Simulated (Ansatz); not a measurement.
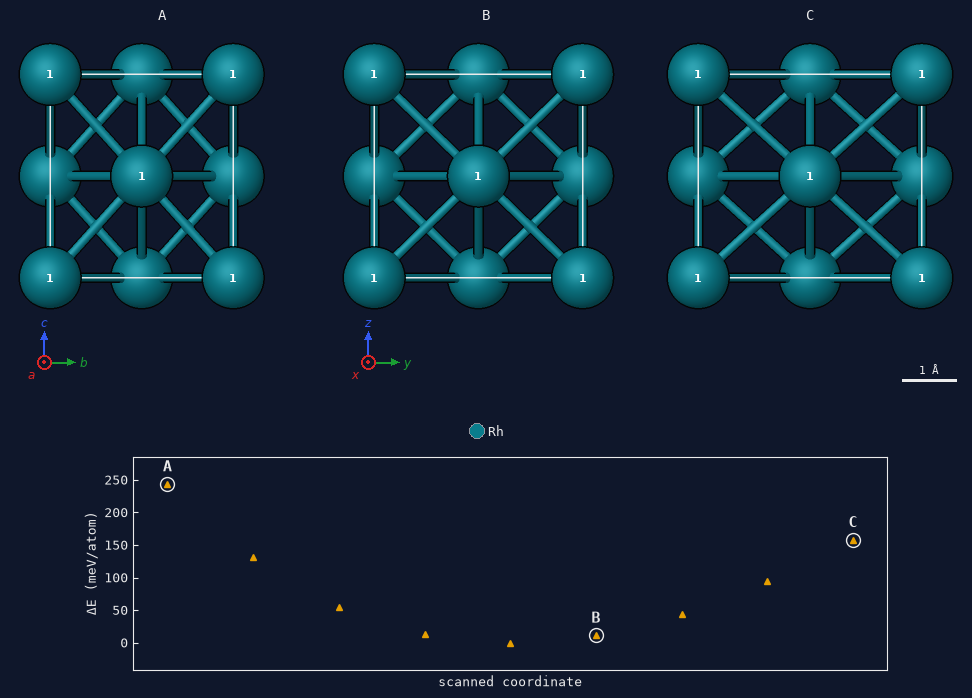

A scan of crystalline Rh (Fm-3m) along one coordinate. x, y and z are the Cartesian axes of the input. A ball-and-stick model of the conventional cell (4 times the calculation's cell), seen along the a axis. Lengths and directions refer to the drawn axes.

The calculation used Ansatz, DFT PBEsol, scalar-relativistic, plane waves, PAW. (plane-wave cutoff 420 eV; k-point mesh 28 × 28 × 28; occupations gaussian; smearing width 0.15 eV; no spin polarisation). Energies (free energies at the smearing named) are counted from the relaxed crystal.

What is being scanned?

Answer. The cell is strained along y alone, with the atoms kept at their fractional coordinates. In the frames the strain is −0.10 (A), 0.025 (B), 0.10 (C). The lowest computed point lies at the strain 0.00 (0.0 meV/atom). The distortion takes the space group from Fm-3m to I4/mmm. At the strain −0.10 the cell of the drawing goes b 3.780 → 3.402 Å.
